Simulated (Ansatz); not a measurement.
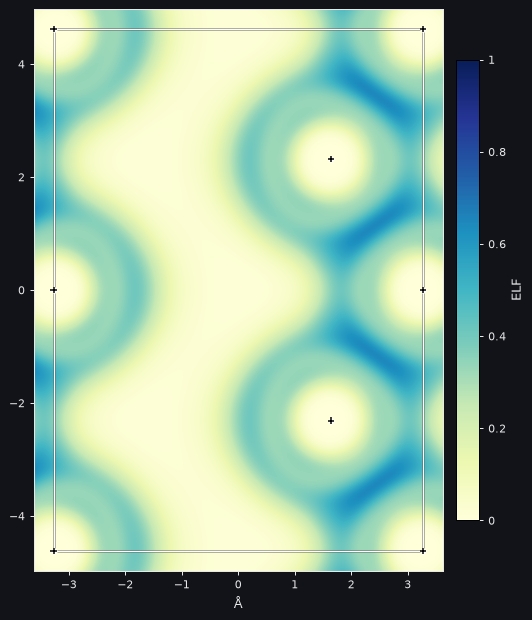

The electron localisation function on a plane through atoms (crosses mark nuclei in the plane).

Method: DFT PBEsol, scalar-relativistic, plane waves, PAW (Ansatz).

Candidates:
A. Sn, a = 6.54 Å, b = 6.54 Å, c = 6.54 Å, α = 90.00°, β = 90.00°, γ = 90.00°. Space group Fd-3m.
B. GaP, a = 5.33 Å, b = 5.33 Å, c = 5.33 Å, α = 90.00°, β = 90.00°, γ = 90.00°. Space group F-43m; computed pressure about 6 GPa in this cell.
C. ZrN, a = 4.55 Å, b = 4.55 Å, c = 4.55 Å, α = 90.00°, β = 90.00°, γ = 90.00°. Space group Fm-3m; computed without spin polarisation.

### Which system is this?

Candidate A: Sn on the (101) plane of the conventional cell, which holds Sn. Sn–Sn (2.83 Å): the ELF peaks at about 0.65 between the atoms.
